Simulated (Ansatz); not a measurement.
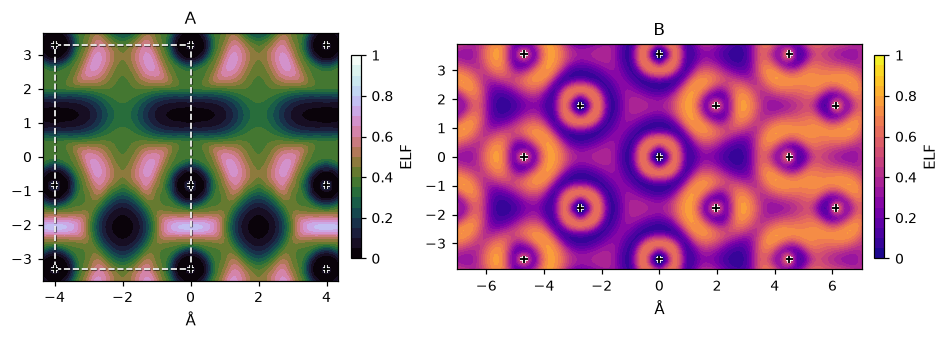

The ELF of 2 systems, each on a plane through atoms (crosses mark nuclei in the plane).

Level of theory: DFT PBEsol, scalar-relativistic, plane waves, PAW (Ansatz).

System 1: TiSi$_{2}$, the (100) plane of the conventional cell. Space group Cmcm; a structure from a database of computed crystals, not necessarily the ambient phase; computed without spin polarisation.

System 2: Ge, the (100) plane of the conventional cell. Space group P6₃/mmc; a structure from a database of computed crystals, not necessarily the ambient phase.

```xyz
4
Lattice="3.9986 0.0000 0.0000 -1.9993 3.4629 0.0000 0.0000 0.0000 6.5921" Properties=species:S:1:pos:R:3 pbc="T T T"
Ge    1.9993    1.1543    0.4138
Ge    0.0000    2.3086    3.7099
Ge    1.9993    1.1543    2.8822
Ge    0.0000    2.3086    6.1782
```

> Which map belongs to which system?

Panel A is system 2, Ge: the plane holds Ge. Ge–Ge (2.47 Å): the ELF peaks at about 0.75 between the atoms. Panel B is system 1, TiSi$_{2}$: the plane holds Ti and Si. Si–Si (2.39 Å): the ELF peaks at about 0.70 between the atoms.
